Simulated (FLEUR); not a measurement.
System: Rh (space group Fm-3m).

Method: all-electron LAPW DFT, no spin polarisation; energies at scaled volumes of the given cell, shape and fractions fixed, counted from the fit's minimum, third-order Birch-Murnaghan fit (FLEUR MaX-R8.1 (later development tree)). All runs: no spin polarisation.

| setting | value |
| --- | --- |
| k mesh | 12×12×12 |
| occupations | Fermi–Dirac |
| smearing width | 0.05 eV |
| potentials | all electron |

Describe the result: the energy against volume, with one curve for each functional. The cases: r2SCAN; LDA.

The fitted equilibrium volumes, smallest first, are LDA 13.211, r2SCAN 13.721 Å³/atom. The fitted bulk moduli, smallest first, are r2SCAN 282.6, LDA 319.5 GPa.

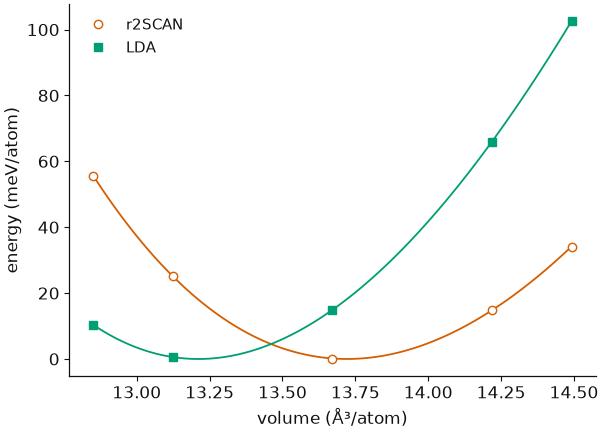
